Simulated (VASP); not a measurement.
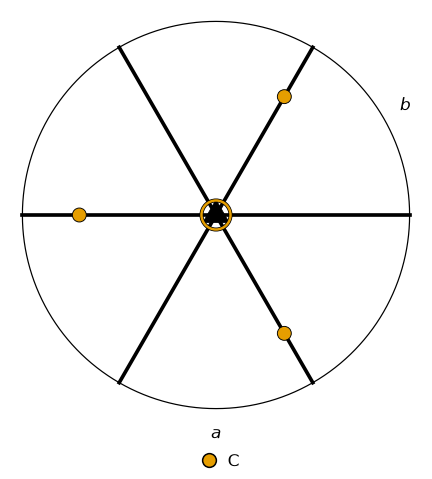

Crystal: SiC, coordinates from a relaxation with VASP, VASP Kohn-Sham DFT of a periodic cell, RPBE with D3, VASP PAW PBE potentials, recommended. Directions from one silicon atom at (1/3, 2/3, 0.438) to its bonded neighbours, in stereographic projection down c (filled: above the plane of the page or in it, open: below). The drawing is computed from the coordinates (standard cell, symmetry found to 0.002 Å).

Neighbours are counted up to 2.17 Å for C. The symmetry elements of the site are drawn in: heavy lines are mirror planes (a heavy rim: a mirror in the plane of the page); lens, triangle, square and hexagon are 2-, 3-, 4- and 6-fold axes, a lens in an open square is −4, a triangle in an open hexagon −6; thin dashed diameters join the ends of axes that lie in the page; a small open circle marks inversion.

```cif
data_structure
_symmetry_space_group_name_H-M 'P 1'
_symmetry_Int_Tables_number 1
_cell_length_a 3.0866
_cell_length_b 3.0866
_cell_length_c 10.1063
_cell_angle_alpha 90.000
_cell_angle_beta 90.000
_cell_angle_gamma 120.000
_cell_volume 83.38
loop_
_atom_site_label
_atom_site_type_symbol
_atom_site_fract_x
_atom_site_fract_y
_atom_site_fract_z
_atom_site_occupancy
Si1 Si 0.00000 0.00000 0.18789 1
Si2 Si 0.00000 0.00000 0.68789 1
Si3 Si 0.33333 0.66667 0.43782 1
Si4 Si 0.66667 0.33333 0.93782 1
C1 C 0.00000 0.00000 0.00047 1
C2 C 0.00000 0.00000 0.50047 1
C3 C 0.33333 0.66667 0.24982 1
C4 C 0.66667 0.33333 0.74982 1
```

Question: How many neighbours are there, and at what angles?

Answer: 4: 3 C at 1.89 Å, 1 C at 1.90 Å. Angles between bonds: 109° (3×), 110° (3×).

Question: What is the site's symmetry in the crystal?

Answer: Point group 3m (C3v), order 6: one threefold axis, three mirror planes. In No. 186, P6_3mc this is Wyckoff position 2b.
